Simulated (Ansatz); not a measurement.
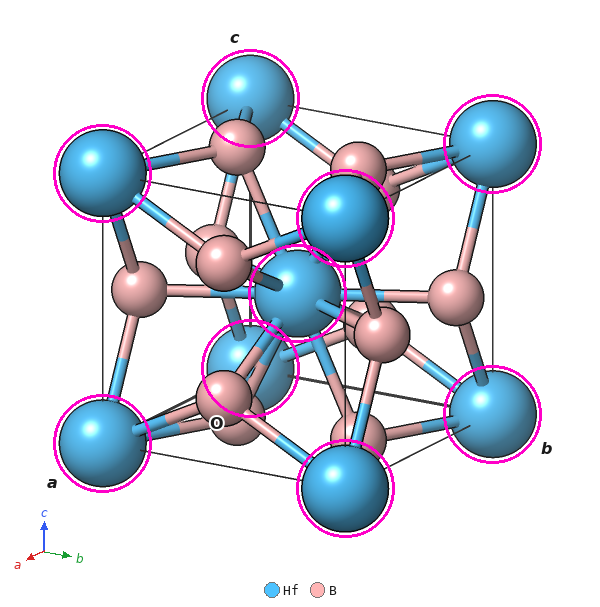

For HfB₃, coordinates from a relaxation with DFT PBE, scalar-relativistic, plane waves, PAW (Ansatz); the starting structure was generated, so it need not be a known form of this composition: one unit cell; the ringed atoms, with their copies on corners, edges and faces, form one crystallographic orbit. Geometry calculated from the standardised cell; symmetry tolerance 0.002 Å.

a = 4.348 Å, b = 4.348 Å, c = 4.348 Å, α = 90.00°, β = 90.00°, γ = 90.00°; space group No. 223, Pm-3n.

> Which Wyckoff position do the ringed atoms fill?

Hf on 2a, site symmetry m-3.: 48 operations a cell over 24 that keep the site give 2 atoms, with 0 free parameters.

> List their coordinates.

(0, 0, 0); (1/2, 1/2, 1/2).
